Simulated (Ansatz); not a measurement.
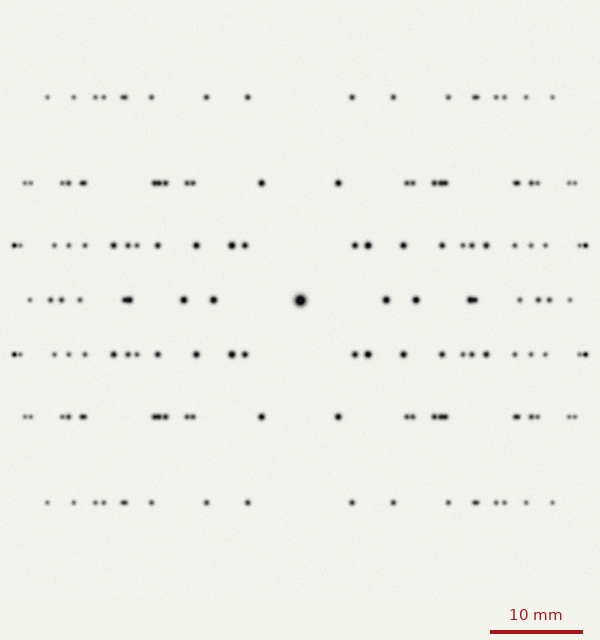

Simulated X-ray rotation photograph: Mo Kα radiation (λ = 0.7107 Å), cylindrical film of radius 28.65 mm unrolled, rotation axis vertical and normal to the beam, kinematic intensities without Lorentz or polarisation factors, the film spanning ±63° about the beam; spots down to d = 0.68 Å.

> What lattice repeat along the rotation axis do the layer lines give?

The first layer line lies 6.0 mm from the equator, so tan ν = 0.209, sin ν = 0.205 and the period is λ/sin ν = 3.48 Å. Further lines follow at 12.8, 22.3 mm.

The crystal is Cu, space group P6/mmm (No. 191), a = 2.49 Å, c = 2.43 Å (hexagonal axes). Structure: coordinates from a relaxation with DFT PBE, scalar-relativistic, plane waves, PAW (Ansatz 0.2.0); the starting structure was generated, so it need not be a known form of this composition.

> About which axis was it rotated?

About [101] (or an equivalent direction), whose length in the conventional cell is 3.475 Å.
